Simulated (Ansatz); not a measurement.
## TiAl3: geometry relaxation (part 1 of 2)

The run: geometry relaxation of TiAl3 (slab, 8 atoms in the cell). Method and program: DFT PBE, scalar-relativistic, plane waves, PAW, PAW set soft_1, no spin polarisation (Ansatz 0.2.0).

The structure derives from a Materials Project entry. The input holds or restrains some coordinates. Forces given for the steps count only the free coordinates.

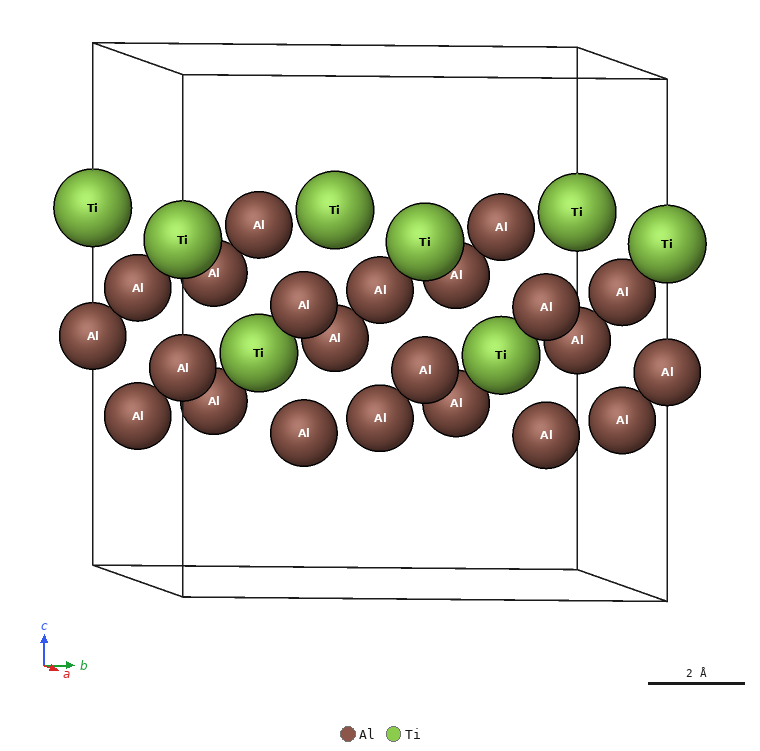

**Figure 1.** The input geometry (spheres-only view of the 1 × 2 repeat of the cell, with the vacuum cut short, seen slightly off an axis). An atom can appear more than once, as a periodic image.

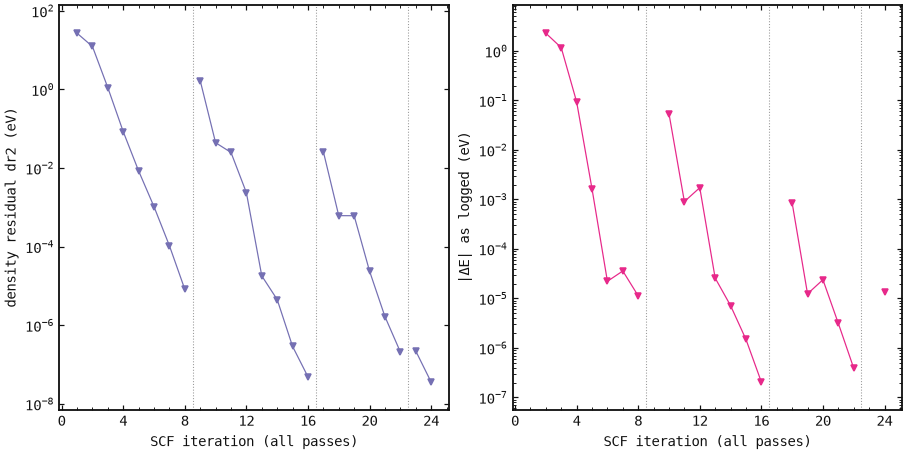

**Figure 2.** Convergence of the self-consistent field: density residual dr2 and size of the energy change against the SCF iteration. The dotted lines part the SCF passes of the relaxation: geometry steps, rejected trials and re-solves on a re-selected basis. The passes take 8, 8, 6 and 2 iterations.

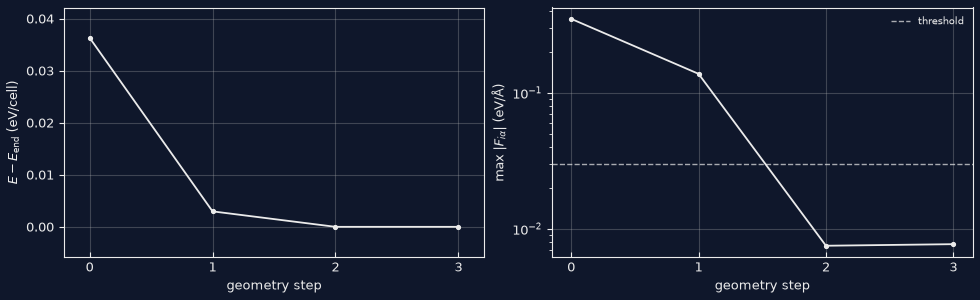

**Figure 3.** Progress of the restrained relaxation, step by step (the first geometry is step 0 here and step 1 in the log).

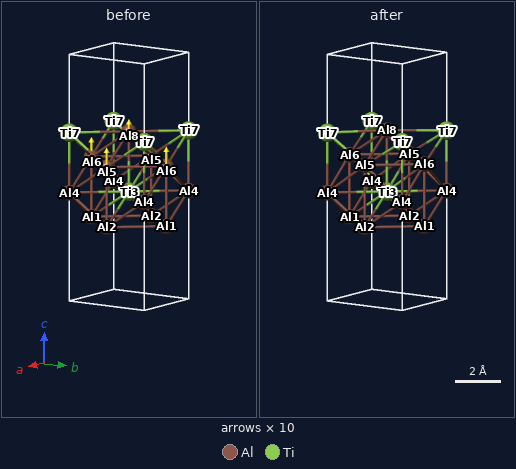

**Figure 4.** Before (left) and after (right) the restrained relaxation, at one scale (ball-and-stick view of the cell of the calculation, with the vacuum cut short, seen slightly off an axis). The yellow arrows give the displacements, magnified 10 times. The largest moves, 0.091 Å, are those of Al5 and Al6. Largest moves by element: Al 0.091 Å, Ti 0.006 Å. The cell stays as it was. Distances before and after: Al1–Al6 2.719 → 2.810 Å, Ti3–Al8 2.719 → 2.777 Å, Al5–Ti7 2.888 → 2.844 Å, Al4–Al5 2.888 → 2.932 Å. After 3 geometry steps the energy has fallen by 36.3 meV per cell of the calculation. The largest force component goes from 0.35 to 0.0077 eV/Å. (Atoms are counted from 1 in the order of the input.)

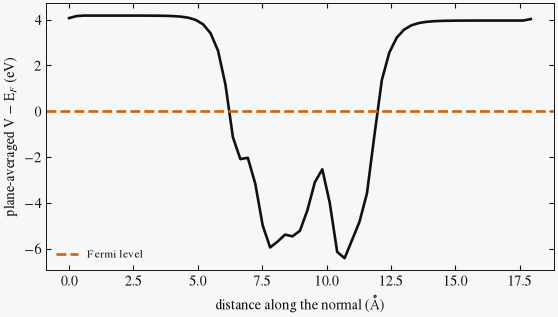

**Figure 5.** Plane average of the electrostatic potential energy of an electron across the cell, from the Fermi level. The vacuum level lies 3.96 eV above the Fermi level on the upper side and 4.18 eV on the lower.

These pictures come from the run below.

Input file
```yaml
crystal:
  lattice:
    - [5.0969736982, 0.0, 0.0]
    - [2.1961599276, 4.5995676375, 0.0]
    - [0.0, 0.0, 18.0784240741]
  atoms:
    - { symbol: Al, position: [0.5, 0.0, 0.3872018917] }
    - { symbol: Al, position: [0.0, 0.5, 0.3872018917] }
    - { symbol: Ti, position: [0.5, 0.5, 0.4624006306] }
    - { symbol: Al, position: [0.0, 0.0, 0.4624006306] }
    - { symbol: Al, position: [0.0, 0.5, 0.5375993694] }
    - { symbol: Al, position: [0.5, 0.0, 0.5375993694] }
    - { symbol: Ti, position: [0.0, 0.0, 0.6127981083] }
    - { symbol: Al, position: [0.5, 0.5, 0.6127981083] }
basis:
  ecutwfc: 420
kpoints:
  mp_grid: { grid: [6, 6, 1] }
hamiltonian:
  xc: pbe
  pseudopotentials: { kind: paw, azcp: { folder: soft_1 } }
scf:
  occupations: { method: gaussian, width: 0.1 }
output:
  forces: true
  eigenvalues: true
relax:
  adjacent_minimum: "off"
  f_tol: 0.03
  max_steps: 50
  constraints: [{ sites: [0, 1, 2, 3] }]
efield:
  axis: 3
  dipole_correction: true
  ramp_width: 0.04
```

Command:
```bash
ansatz run input.yaml --threads 1 --pin off --max-ram 3072MiB --backend cpu --events-out ev --progress --plain --runs-dir out
```

Log
```
Engine: ansatz 0.2.0, aarch64-unknown-linux-gnu
Pseudopotentials: kind: paw
Pseudopotential: Al, paw, valence charge 3, recommended cutoff 420 eV (normal), [file]
Pseudopotential: Ti, paw, valence charge 12, recommended cutoff 420 eV (normal), [file]
Functional definition: PBE
  parameter kappa = 0.804
  parameter beta = 0.06672455060314922
  exchange = pbe_x(kappa = kappa, mu = beta*pi^2/3)
  correlation = pbe_c(beta = beta)
Crystal: 8 atoms, lattice volume = 423.828 Å³
Basis set: ecut = 420 eV, 8335 PW (Γ), exchange–correlation on 72×72×250 points (8 copies of the dense FFT grid, shifted against one another)
Bands: 29, of which v1, the nominal top of the filled ones, is band 21 counted from 1 (20 counted from 0)
Symmetry: 4 space group operations
Space group: Cmm2 (ITA 35), of the structure as read, at distance tolerance 7.5e-5 Å
k-points: 13 of 36
Non-local potential: Al, projectors of the file, l = 0: 2, l = 1: 2, l = 2: 1
Non-local potential: Ti, projectors of the file, l = 0: 3, l = 1: 2, l = 2: 3, l = 3: 1
PAW form: soft (Blöchl's): semilocal exchange-correlation on the pseudo side does not see the compensation charge
PAW one-centre angular grid: Al, 110 points (default); XC on 64 Gauss nodes
PAW one-centre angular grid: Ti, 590 points (default); XC on 64 Gauss nodes
Initial density: superposition of atomic densities (neutral atoms: chi_scale 0, normalization atom)
Initial wavefunctions: pseudopotential atomic-orbital guess
Functional: x = pbe(κ = 0.804, μ = 0.2195149727645171), c = pbe(β = 0.06672455060314922)
SCF iter   1: F=—  HF=-8225.720727 eV  |F-HF|=—  |Δ(HF+E_count)|=         —  Δρ=3.28e-2  dr2=2.70e1  ethr=3.10e-3  p=-0.000 e·Å  D=-1.10e-7 V/Å  ΔV_dip=0.00 eV  dr2_dipole=6.04e-1  V_vac-E_F(+/−)=7.17/7.17 eV  ⟨swp⟩=8.8  Hψ=2108  notcnv=0
efield: sawtooth ramp at fractional position 0.9800 (placed from the atoms, in the widest stretch of the axis that holds none; the zero of the levels goes with the place), width 0.0400; the density the first Hamiltonian is built on has a dipole p = -0.000 e·Å; the dipole correction subtracts the counter field D = -1.10e-7 V/Å, which shifts the + side's vacuum level by +0.00 eV against the − side's; the planar-averaged density in the ramp window peaks in size at 8.1e-7 e/Å³
preconditioner: auto → LDOS  [metal: Δε(μ)=0.059 eV  Ē_g=4.589 eV  σ=0.100 eV  W_gap=0.32  n_scr=52 (ndim 8)  ℏωp=9.2 eV  f_vac=0.513  D(μ)=5.89/eV (n_scr^D=34)  β→1.0]
SCF iter   2: F=—  HF=-8223.427208 eV  |F-HF|=—  |Δ(HF+E_count)|=    2.29e0  Δρ=2.64e-2  dr2=1.24e1  ethr=3.10e-3  p=-0.293 e·Å  D=-1.25e-1 V/Å  ΔV_dip=2.26 eV  dr2_dipole=1.60e0  V_vac-E_F(+/−)=4.46/2.20 eV  ⟨swp⟩=4.6  Hψ=1116  notcnv=0  defer=30
SCF iter   3: F=—  HF=-8222.257827 eV  |F-HF|=—  |Δ(HF+E_count)|=    1.17e0  Δρ=7.94e-3  dr2=1.11e0  ethr=3.10e-3  p=-0.032 e·Å  D=-1.35e-2 V/Å  ΔV_dip=0.24 eV  dr2_dipole=8.99e-2  V_vac-E_F(+/−)=4.87/4.63 eV  ⟨swp⟩=4.5  Hψ=1095  notcnv=0  defer=18
SCF iter   4: F=—  HF=-8222.163732 eV  |F-HF|=—  |Δ(HF+E_count)|=   9.41e-2  Δρ=2.06e-3  dr2=8.45e-2  ethr=2.64e-3  p=0.001 e·Å  D=4.46e-4 V/Å  ΔV_dip=-0.01 eV  dr2_dipole=1.45e-3  V_vac-E_F(+/−)=4.27/4.28 eV  ⟨swp⟩=2.0  Hψ=442  notcnv=0  defer=19
SCF iter   5: F=—  HF=-8222.162092 eV  |F-HF|=—  |Δ(HF+E_count)|=   1.64e-3  Δρ=9.51e-4  dr2=8.46e-3  ethr=2.01e-4  p=0.013 e·Å  D=5.71e-3 V/Å  ΔV_dip=-0.10 eV  dr2_dipole=8.69e-4  V_vac-E_F(+/−)=4.04/4.14 eV  ⟨swp⟩=2.0  Hψ=518  notcnv=0  defer=19
SCF iter   6: F=—  HF=-8222.162114 eV  |F-HF|=—  |Δ(HF+E_count)|=   2.22e-5  Δρ=3.77e-4  dr2=1.04e-3  ethr=2.01e-5  p=0.026 e·Å  D=1.11e-2 V/Å  ΔV_dip=-0.20 eV  dr2_dipole=8.46e-5  V_vac-E_F(+/−)=4.00/4.20 eV  ⟨swp⟩=2.0  Hψ=481  notcnv=0  defer=20
SCF iter   7: F=—  HF=-8222.162150 eV  |F-HF|=—  |Δ(HF+E_count)|=   3.59e-5  Δρ=8.47e-5  dr2=1.06e-4  ethr=2.48e-6  p=0.033 e·Å  D=1.40e-2 V/Å  ΔV_dip=-0.25 eV  dr2_dipole=1.04e-6  V_vac-E_F(+/−)=3.97/4.22 eV  ⟨swp⟩=2.2  Hψ=521  notcnv=0  defer=20
SCF iter   8: F=-8222.162157 eV  HF=-8222.162161 eV  |F-HF|=4.24e-6  |Δ(HF+E_count)|=   1.13e-5  Δρ=3.70e-5  dr2=8.25e-6  ethr=5.36e-8  p=0.035 e·Å  D=1.48e-2 V/Å  ΔV_dip=-0.27 eV  dr2_dipole=4.30e-9  V_vac-E_F(+/−)=3.95/4.22 eV  ⟨swp⟩=15.8  Hψ=2533  notcnv=0
SCF 1 converged in 8 iterations: F = -8222.162157 eV  dr2 = 8.25e-6
  greatest PAW one-centre occupation: 0.999 electrons in one spin orbital (limit 2), on the Ti atom at site 2 (counted from 0), in its partial waves of l = 0
relax step   1: F+E_penalty+E_count = -8222.16215703 eV  Δ(F+E_penalty+E_count) = +0.000e0 eV  max|allowed force component| = 3.511e-1 eV/Å  Δτ_max = 0.0000 Å  (8 SCF iters, dr2 threshold 2.25e-5 eV, accepted)
Initial density: handed on by an earlier stage of this run
Initial wavefunctions: those handed on with the density
```
